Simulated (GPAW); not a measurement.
Consider CdS (Hawleyite, F-43m).

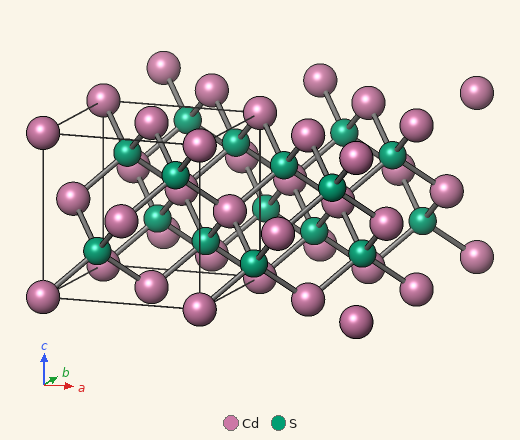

The structure (cadmium pink, sulfur teal). Bonds to atoms that aren't drawn are left out. 2×2×1 conventional cells are drawn. Some periodic images of atoms are drawn too.

```xyz
2
Lattice="0.0000 2.9165 2.9165 2.9165 0.0000 2.9165 2.9165 2.9165 0.0000" Properties=species:S:1:pos:R:3 pbc="T T T"
Cd    0.0000    0.0000    0.0000
S     4.3748    4.3748    4.3748
```

Absorber: atom 2, with 4 Cd at 2.53 Å (tetrahedral, site symmetry -43m). Method: GPAW, PBE, full core hole (charged cell), 12-atom cell with 7.1 Å between holes, 3×3×3 k points, dipole transitions, Gaussian full width 0.9 eV up to 4 eV, rising linearly to 3.5 eV at 25 eV.

**Question.** Predict the near-edge structure at the S K edge.

Main maxima up to 24 eV above the zero (height): 3.0 eV (2.35), 6.1 eV (1.67) and 14.3 eV (1.44). A K edge sees empty p states on the absorber. The total-energy difference plus the lowest empty eigenvalue puts the zero at 2482.38 eV. One term is added: -16.94 eV, since the hole is spin-paired here and a spin-polarised one costs that much less in the free atom (computed apart). The photon energy is then 2465.44 eV. The functional and the charged cell's background leave an error of a few eV in such absolute values.

The S K spectrum (energy from the lowest empty level; intensity scaled to a mean of 1 over the first 20 eV):

```
E (eV)  intensity
  -2.0       0.00
  -0.5       0.00
   1.0       0.16
   2.5       1.78
   4.0       1.71
   5.5       1.39
   7.0       1.24
   8.5       0.93
  10.0       0.47
  11.5       0.56
  13.0       1.07
  14.5       1.43
  16.0       1.01
  17.5       0.70
  19.0       0.69
  20.5       0.78
  22.0       0.90
  23.5       1.12
  25.0       1.29
  26.5       1.25
  28.0       1.10
  29.5       1.02
  31.0       1.06
```

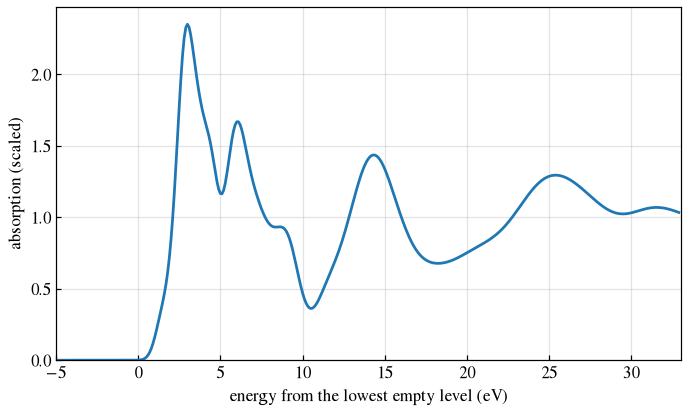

The S K edge.

The mesh is coarse (0.35 Å⁻¹ between points), so small maxima may be mesh ripples. The structure is a published determination, not relaxed.

[Banner, clock and machine lines of the logs are left out without a mark of their own.]

[Logs are printed without paths, hosts, clocks, repeated set-up lines and the standing remarks that a program may print on its own settings, such as how far it seeks lower states.]

[Hosts, paths, dates, database ids (printed as entryN), source tags and the programs' standing remarks are cut or masked in the printed files.]

[Lists of maxima count a maximum above −3 eV only where it reaches 4 % of the highest in the window and stands out from its surroundings by 2 % of it (1.5 % where it reaches 55 %); shoulders and weaker maxima are passed over, and of the rest the first, up to two pre-edge ones and the few strongest are named.]
